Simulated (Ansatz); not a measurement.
```cif
data_structure
_symmetry_space_group_name_H-M 'P 1'
_symmetry_Int_Tables_number 1
_cell_length_a 3.1206
_cell_length_b 3.1206
_cell_length_c 3.1206
_cell_angle_alpha 90.000
_cell_angle_beta 90.000
_cell_angle_gamma 90.000
_cell_volume 30.39
loop_
_atom_site_label
_atom_site_type_symbol
_atom_site_fract_x
_atom_site_fract_y
_atom_site_fract_z
_atom_site_occupancy
Pt1 Pt 0.00000 0.00000 0.00000 1
Pt2 Pt 0.50000 0.50000 0.50000 1
```

Space group Im-3m; a structure from a database of computed crystals, not necessarily the ambient phase.

All numbers below come from Kohn-Sham DFT of a periodic cell, PBEsol, Ansatz PAW in Ansatz 0.2.0.

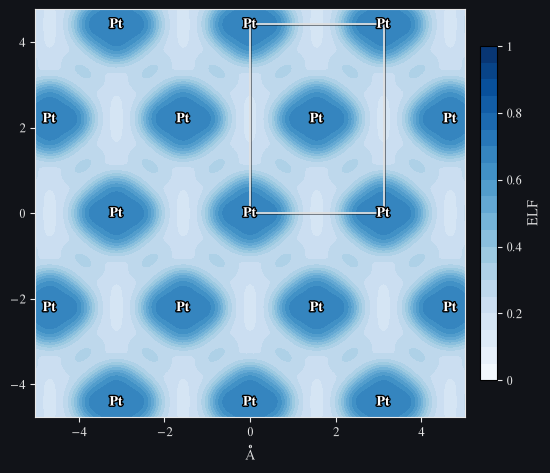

Pt. Electron localisation function on the (011) plane of the conventional cell.

Core electrons are frozen (PAW), and the valence fields are smoothed inside the atomic spheres.

Q: Describe what can be read from this map.

A: The section cuts through Pt sites. Pt–Pt (2.70 Å): the ELF is about 0.30 at the midpoint; no shared electron pair shows on this line. The features right at Pt lie inside the PAW spheres, where the map follows smoothed inner orbitals and isn't to be read closely.

Q: Metal or insulator at this level of theory?

A: It is gapless in this calculation (a metal or semimetal).
